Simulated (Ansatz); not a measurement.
## Geometry relaxation of Ta$_{2}$Si (part 2 of 2)

The same run, continued: Ta$_{2}$Si (I4/mcm, 12 atoms in the cell); DFT PBEsol, scalar-relativistic, plane waves, PAW, no spin polarisation (Ansatz 0.2.0); cutoff 420 eV, 6×6×8 k-mesh, Gaussian smearing of 0.1 eV. The structure derives from a Materials Project entry. It belongs to a series of runs on one base structure; here: strain along c alone, the other axes held, atoms relaxed: -2.0 %.

Geometry of the input (Å; fractional positions):
```
6.1368  0.0000  0.0000
0.0000  6.1368  0.0000
0.0000  0.0000  4.9390
Ta 0.3372  0.1628  0.5000
Ta 0.8372  0.3372  0.5000
Ta 0.1628  0.3372  0.0000
Ta 0.6628  0.1628  0.0000
Ta 0.8372  0.6628  0.0000
Ta 0.3372  0.8372  0.0000
Ta 0.6628  0.8372  0.5000
Ta 0.1628  0.6628  0.5000
Si 0.0000  0.0000  0.2500
Si 0.0000  0.0000  0.7500
Si 0.5000  0.5000  0.7500
Si 0.5000  0.5000  0.2500
```

### Output, continued
```
  k-point 0: bands = ["-49.5536", "-49.5080", "-49.5017", "-49.5017", "-49.4905", "-49.4839", "-49.4579", "-49.4579", "-16.4893", "-16.4307", "-16.3106", "-16.3048", "-16.3048", "-16.2999", "-16.2451", "-16.2451", "-16.2394", "-16.1954", "-16.1954", "-16.1795", "-16.0981", "-16.0815", "-16.0309", "-15.9691", "-15.9353", "-15.8178", "-15.8178", "-15.7341", "-15.7341", "-15.6548", "-15.6548", "-15.6347", "5.8440", "7.9487", "10.6250", "10.7931", "11.6529", "11.6529", "12.4989", "13.0242", "13.1848", "13.6824", "13.6824", "14.4108", "14.4108", "14.7268", "15.4593", "15.4593", "15.6136", "15.6344", "15.6344", "15.7566", "16.0170", "16.5168", "16.9359", "17.0029", "17.0029", "17.0950", "17.8012", "18.2426", "18.2925", "18.5104", "18.8050", "18.8050", "19.0768", "19.3505", "19.3505", "19.6634", "19.6634", "19.8337", "21.1792", "21.6743"]
  k-point 1: bands = ["-49.5509", "-49.5074", "-49.5000", "-49.5000", "-49.4912", "-49.4866", "-49.4596", "-49.4596", "-16.4600", "-16.4213", "-16.3469", "-16.3402", "-16.3342", "-16.3342", "-16.2306", "-16.2077", "-16.2077", "-16.1976", "-16.1976", "-16.1893", "-16.0796", "-16.0435", "-16.0328", "-15.9782", "-15.9097", "-15.8452", "-15.8452", "-15.7116", "-15.7116", "-15.6679", "-15.6552", "-15.6552", "5.9539", "8.0083", "10.2228", "10.3809", "11.6899", "11.6899", "13.0709", "13.3093", "13.3698", "13.5446", "13.5446", "14.4986", "14.4986", "14.6206", "15.1162", "15.5047", "15.5047", "15.6457", "15.6457", "15.7509", "16.5155", "16.5997", "16.7070", "17.0504", "17.0504", "17.4352", "17.6570", "17.9990", "18.2825", "18.6175", "18.6175", "18.7597", "18.9946", "19.4698", "19.4698", "19.6274", "19.6274", "20.2057", "20.4789", "21.3581"]
  k-point 2: bands = ["-49.5434", "-49.5055", "-49.4953", "-49.4953", "-49.4942", "-49.4931", "-49.4643", "-49.4643", "-16.4183", "-16.4007", "-16.3947", "-16.3768", "-16.3583", "-16.3583", "-16.2416", "-16.2416", "-16.2171", "-16.2061", "-16.1228", "-16.1228", "-16.0740", "-16.0383", "-16.0031", "-15.9513", "-15.8904", "-15.8904", "-15.8614", "-15.7611", "-15.6815", "-15.6815", "-15.6558", "-15.6558", "6.2776", "8.1854", "9.2661", "9.8770", "11.8108", "11.8108", "13.1973", "13.1973", "13.6668", "14.0148", "14.1811", "14.3686", "14.5755", "14.7308", "14.7308", "15.5965", "15.5965", "15.7026", "15.7026", "15.7156", "16.5286", "17.0126", "17.0823", "17.1118", "17.1118", "17.2241", "17.5206", "17.6866", "18.2467", "18.2467", "18.2703", "18.8099", "19.1662", "19.3588", "19.3588", "19.5448", "19.9213", "19.9213", "20.8405", "21.1232"]
  k-point 49: bands = ["-49.5090", "-49.5090", "-49.5090", "-49.5090", "-49.4799", "-49.4799", "-49.4799", "-49.4799", "-16.3482", "-16.3482", "-16.3482", "-16.3482", "-16.3278", "-16.3278", "-16.3278", "-16.3278", "-16.1737", "-16.1737", "-16.1737", "-16.1737", "-15.9977", "-15.9977", "-15.9977", "-15.9977", "-15.8957", "-15.8957", "-15.8957", "-15.8957", "-15.6605", "-15.6605", "-15.6605", "-15.6605", "8.1917", "8.1917", "8.1917", "8.1917", "12.2988", "12.2988", "12.2988", "12.2988", "14.4481", "14.4481", "14.4481", "14.4481", "15.3352", "15.3352", "15.3352", "15.3352", "15.8731", "15.8731", "15.8731", "15.8731", "16.0899", "16.0899", "16.0899", "16.0899", "16.9938", "16.9938", "16.9938", "16.9938", "18.9328", "18.9328", "18.9328", "18.9328", "20.0095", "20.0095", "20.0095", "20.0095", "21.1007", "21.1007", "21.1007", "21.1007"]
--- Relaxed structure (3 steps of the walk, 2 accepted, 0 SCFs on fresh bases) ---
  F+E_penalty+E_count = -80945.16139086 eV   max|allowed force component| = 3.094e-4 eV/Å
  atoms:
    - { symbol: Ta, position: [0.3373358701937926, 0.16266412980620748, 0.5] }
    - { symbol: Ta, position: [0.8373358701937925, 0.3373358701937926, 0.5] }
    - { symbol: Ta, position: [0.16266412980620748, 0.3373358701937926, -1.221745489835757e-37] }
    - { symbol: Ta, position: [0.6626641298062075, 0.16266412980620748, -4.6013791175632416e-38] }
    - { symbol: Ta, position: [0.8373358701937925, 0.6626641298062075, 3.0146966632310887e-38] }
    - { symbol: Ta, position: [0.3373358701937926, 0.8373358701937925, -1.221745489835757e-37] }
    - { symbol: Ta, position: [0.6626641298062075, 0.8373358701937925, 0.5] }
    - { symbol: Ta, position: [0.16266412980620748, 0.6626641298062075, 0.5] }
    - { symbol: Si, position: [0.0, 2.9445595933834454e-21, 0.25] }
    - { symbol: Si, position: [0.0, 2.9445595933834454e-21, 0.75] }
    - { symbol: Si, position: [0.5, 0.5, 0.75] }
    - { symbol: Si, position: [0.5, 0.5, 0.25] }
```

### Trajectory as extended XYZ (Å, eV, eV/Å), 3 frames, from step=1 to step=3
```
12
Lattice="6.1368 0.0000 0.0000 0.0000 6.1368 0.0000 0.0000 0.0000 4.9390" Properties=species:S:1:pos:R:3:forces:R:3 step=1 energy=-80945.16119
Ta    2.0691    0.9993    2.4695    0.0236  -0.0236   0.0000
Ta    5.1374    2.0691    2.4695    0.0236   0.0236   0.0000
Ta    0.9993    2.0691    0.0000   -0.0236   0.0236   0.0000
Ta    4.0677    0.9993    0.0000   -0.0236  -0.0236   0.0000
Ta    5.1374    4.0677    0.0000    0.0236  -0.0236   0.0000
Ta    2.0691    5.1374    0.0000    0.0236   0.0236   0.0000
Ta    4.0677    5.1374    2.4695   -0.0236   0.0236   0.0000
Ta    0.9993    4.0677    2.4695   -0.0236  -0.0236   0.0000
Si    0.0000    0.0000    1.2348    0.0000   0.0000   0.0000
Si    0.0000    0.0000    3.7043    0.0000   0.0000   0.0000
Si    3.0684    3.0684    3.7043    0.0000   0.0000   0.0000
Si    3.0684    3.0684    1.2348    0.0000   0.0000   0.0000
12
Lattice="6.1368 0.0000 0.0000 0.0000 6.1368 0.0000 0.0000 0.0000 4.9390" Properties=species:S:1:pos:R:3:forces:R:3 step=2 energy=-80945.15995 accepted=F
Ta    2.0730    0.9954    2.4695   -0.0625   0.0625   0.0000
Ta    5.1414    2.0730    2.4695   -0.0625  -0.0625   0.0000
Ta    0.9954    2.0730    0.0000    0.0625  -0.0625   0.0000
Ta    4.0638    0.9954    0.0000    0.0625   0.0625   0.0000
Ta    5.1414    4.0638    0.0000   -0.0625   0.0625   0.0000
Ta    2.0730    5.1414    0.0000   -0.0625  -0.0625   0.0000
Ta    4.0638    5.1414    2.4695    0.0625  -0.0625   0.0000
Ta    0.9954    4.0638    2.4695    0.0625   0.0625   0.0000
Si    0.0000    0.0000    1.2348    0.0000   0.0000   0.0000
Si    0.0000    0.0000    3.7043    0.0000   0.0000   0.0000
Si    3.0684    3.0684    3.7043    0.0000   0.0000   0.0000
Si    3.0684    3.0684    1.2348    0.0000   0.0000   0.0000
12
Lattice="6.1368 0.0000 0.0000 0.0000 6.1368 0.0000 0.0000 0.0000 4.9390" Properties=species:S:1:pos:R:3:forces:R:3 step=3 energy=-80945.16139
Ta    2.0701    0.9982    2.4695   -0.0003   0.0003   0.0000
Ta    5.1385    2.0701    2.4695   -0.0003  -0.0003   0.0000
Ta    0.9982    2.0701    0.0000    0.0003  -0.0003   0.0000
Ta    4.0666    0.9982    0.0000    0.0003   0.0003   0.0000
Ta    5.1385    4.0666    0.0000   -0.0003   0.0003   0.0000
Ta    2.0701    5.1385    0.0000   -0.0003  -0.0003   0.0000
Ta    4.0666    5.1385    2.4695    0.0003  -0.0003   0.0000
Ta    0.9982    4.0666    2.4695    0.0003   0.0003   0.0000
Si    0.0000    0.0000    1.2348    0.0000   0.0000   0.0000
Si    0.0000    0.0000    3.7043    0.0000   0.0000   0.0000
Si    3.0684    3.0684    3.7043    0.0000   0.0000   0.0000
Si    3.0684    3.0684    1.2348    0.0000   0.0000   0.0000
```

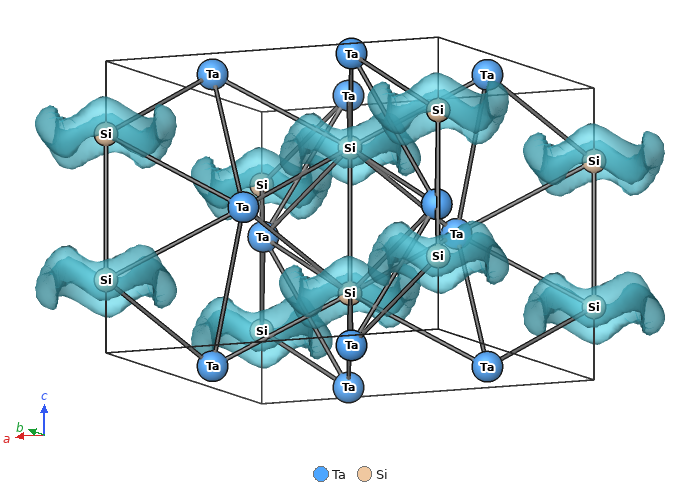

Isosurface of the electron localisation function at 0.7 (cyan), seen at an oblique angle. Core shells and regions of very low density are left out. Sticks mark near contacts. The outline is the cell set on symmetry axes. Profiles from the grid: Si–Si (2.47 Å): the ELF peaks at about 0.65 between the atoms. Ta–Si (2.61 Å): the ELF is about 0.30 at the midpoint. Core electrons are frozen (PAW), so the fields are smoothed inside the atomic spheres.

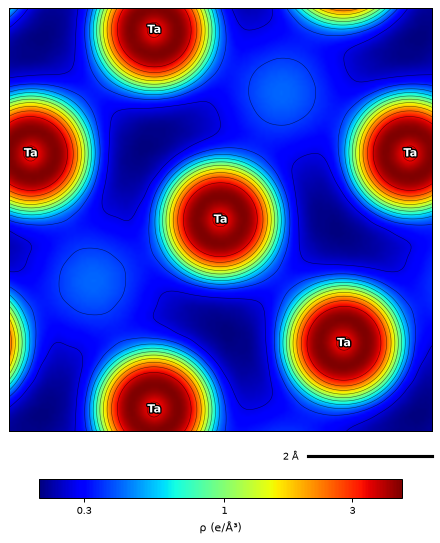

Valence charge density (pseudo) on the (001) plane of the conventional cell. Ta–Ta (2.82 Å): ρ at the midpoint is about 0.32 e/Å³. Away from the nuclei the density in this plane falls to 0.2 e/Å³ at its lowest.

### Summary

| quantity | value |
| --- | --- |
| outcome | converged |
| space group (tolerance 0.01 Å) | I4/mcm (140) |
| electrons treated | 120 |
| free energy | −80945.1614 eV |
| Fermi energy | 18.114 eV |
| gap on the k-point mesh | none (metallic) |
| pressure | 4.74 GPa |
| final volume | 186.00 Å³ |
| largest force (length of the vector) at the end | under 0.001 eV/Å |
| final cell | a = 6.137 Å, b = 6.137 Å, c = 4.939 Å, α = 90.00°, β = 90.00°, γ = 90.00° |
| wall time | 3.1 min |
| peak memory | 0.73 GiB |

### Notes

Warnings of the run: the SCF threshold is looser than advised for the printed stress. Spin–orbit coupling is left out, which matters for Ta.
